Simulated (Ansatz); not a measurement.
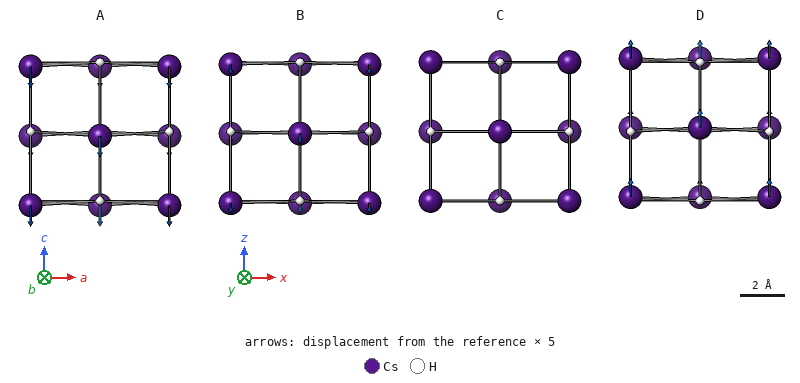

Solid CsH (Fm-3m): the whole Cs sublattice is shifted rigidly, along Cartesian [0 0 1], all else fixed. Style: ball-and-stick. Shown: the conventional cell (4 times the calculation's cell), along the b axis. Blue arrows: displacements from the reference. Lengths and directions refer to the drawn axes.

Computed with Ansatz, DFT LDA, scalar-relativistic, plane waves, PAW. Set-up: plane-wave cutoff 420 eV; k-point mesh 8 × 8 × 8; occupations gaussian; smearing width 0.05 eV; no spin polarisation. Energies (free energies at the smearing named) are counted from the cell as listed in its source, which wasn't relaxed.

> Order these geometries by energy, lowest first.

Lowest first: C (the displacement 0.00 Å, 0.0 meV/cell), B (the displacement −0.10 Å, 2.3 meV/cell), D (the displacement 0.175 Å, 7.2 meV/cell), A (the displacement −0.20 Å, 9.6 meV/cell). Over the whole scan: the lowest computed point lies at the displacement 0.00 Å (0.0 meV/cell). The end points stand at 9.6 meV/cell (−0.20 Å) and 9.6 meV/cell (0.20 Å). The curvature at zero is about 0.45 eV/Å² per cell. The well is symmetric. At the highest point the shortest interatomic distance is 2.99 Å, against 3.19 Å in the reference. The distortion takes the space group from Fm-3m to I4mm.
